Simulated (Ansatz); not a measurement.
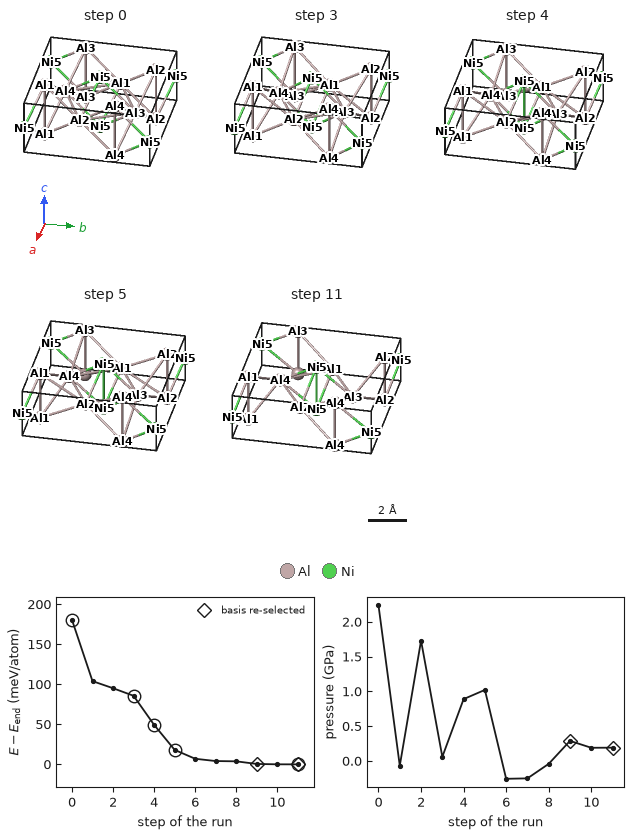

Frames of a relaxation of crystalline Al$_{4}$Ni (a generated structure, set up in I4/m) (coarse preliminary run), marked on the history of the run. A ball-and-stick model of the conventional cell (2 times the calculation's cell), seen from a free direction. Lengths and directions refer to the drawn axes.

Computed with DFT PBE, scalar-relativistic, plane waves, PAW (Ansatz). Settings: plane-wave cutoff 420 eV; k-point mesh 6 × 6 × 6; occupations gaussian; smearing width 0.1 eV; collinear spin; cell and atoms relaxed; force threshold 0.04 eV/Å; at most 70 steps.

Describe the path.

Answer. Over 9 accepted moves (11 points after the start) the energy falls by 181 meV per atom. Largest force component: 1.1 eV/Å at the start, 0.0063 eV/Å at the end. The pressure goes from 2.24 to 0.19 GPa. At 2 points the geometry stayed and the basis and grid were re-selected for the new cell (energy shift of 3.3 meV per atom at most each time). The largest moves relative to the cell, 0.38 Å, are those of Al1, Al2, Al3 and Al4. Al1 goes along [2 −3 0]. Ni stays in place. Cell: a = b 6.871 → 7.592 Å (+10.5 %), c 3.073 → 2.655 Å (−13.6 %). Volume +5.5 %. Near-neighbour distances that change, for instance: Al1–Al2 2.661 → 3.221 Å, Al1–Al1 3.073 → 2.655 Å, Ni5–Ni5 3.073 → 2.655 Å, Al1–Al3 2.661 → 2.845 Å. Among the angles between lasting bonds that change: Al2–Al3–Ni5 70.5° → 89.5°, Al1–Al3–Ni5 180.0° → 163.3°, Al1–Al3–Al1 70.5° → 55.6°. The space group stays I4/m (No. 87). The program noted that the starting moments weren't kept. Cost: 93 s on 1 thread of Arm Neoverse V2 (shared host), peak memory 0.43 GiB. From step 0 to 3: Al atoms move most (0.20 Å), volume +2.7 %, energy −94.9 meV per atom. From step 3 to 4: Al atoms move most (0.04 Å), volume −0.3 %, energy −36.3 meV per atom. From step 4 to 5: Al atoms move most (0.03 Å), volume +0.4 %, energy −31.3 meV per atom. From step 5 to 11: Al atoms move most (0.13 Å), volume +2.5 %, energy −18.1 meV per atom.
